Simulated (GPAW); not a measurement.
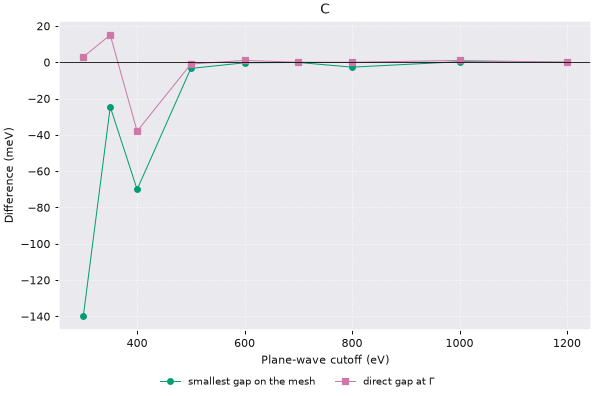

Gaps of diamond-type C, space group Fd-3m, 2 atoms in the primitive cell (cubic a = 3.567 Å) as the plane-wave cutoff is raised, all else fixed. The plot shows differences from the last run. Method: PBE, GPAW PAW data sets (gpaw-data 1.2.1), no spin polarisation, no spin-orbit coupling, 13×13×13 k mesh, Fermi-Dirac smearing of 0.05 eV (GPAW 26.7.0).

Question: Which plane-wave cutoff is enough for 10 meV?

Answer: The smallest gap on the mesh starts −140 meV from the last run and stays within 10 meV of it from 500 eV on. The direct gap at Γ starts +3 meV from the last run and stays within 10 meV of it from 500 eV on. The approach isn't monotonic for the smallest gap on the mesh and direct gap at Γ.

```
plane-wave cutoff  smallest gap on the mesh (eV)  direct gap at Γ (eV)
           300 eV                          4.006                 5.601
           350 eV                          4.121                 5.613
           400 eV                          4.075                 5.560
           500 eV                          4.142                 5.597
           600 eV                          4.145                 5.599
           700 eV                          4.145                 5.598
           800 eV                          4.143                 5.598
          1000 eV                          4.146                 5.599
          1200 eV                          4.146                 5.598
```

LDA, GGA and most meta-GGA functionals understate gaps. At ambient pressure diamond is metastable; the stable form of carbon is graphite.
